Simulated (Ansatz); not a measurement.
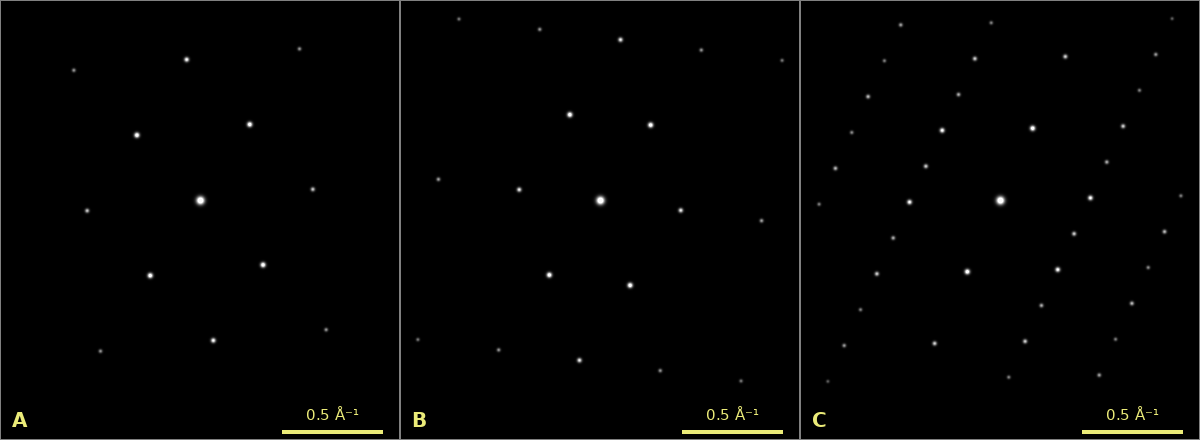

The patterns are kinematic simulations for 120 kV electrons (no multiple scattering; isotropic B = 0.5 Å²).

All three come from Ta, space group P6_3/mmc (No. 194), a = 2.84 Å, c = 5.08 Å (hexagonal axes). Structure: coordinates from a relaxation with Ansatz, DFT, LDA (PW92), plane waves (420 eV) with PAW, scalar-relativistic; the starting structure was generated, so it need not be a known form of this composition.

**Assign the zone axes [100], [101], [211] to A, B and C.**

A is [211]: centred rectangular net of 0 1 -1 at d = 2.21 Å and -1 1 1 at d = 2.21 Å, at 77.6°. B is [101]: centred rectangular net of 0 1 0 at d = 2.46 Å and 1 0 -1 at d = 2.21 Å, at 63.3°. C is [100]: rectangular net of 0 0 1 (itself extinct) at d = 5.08 Å and 0 1 0 at d = 2.46 Å, at 90.0°.
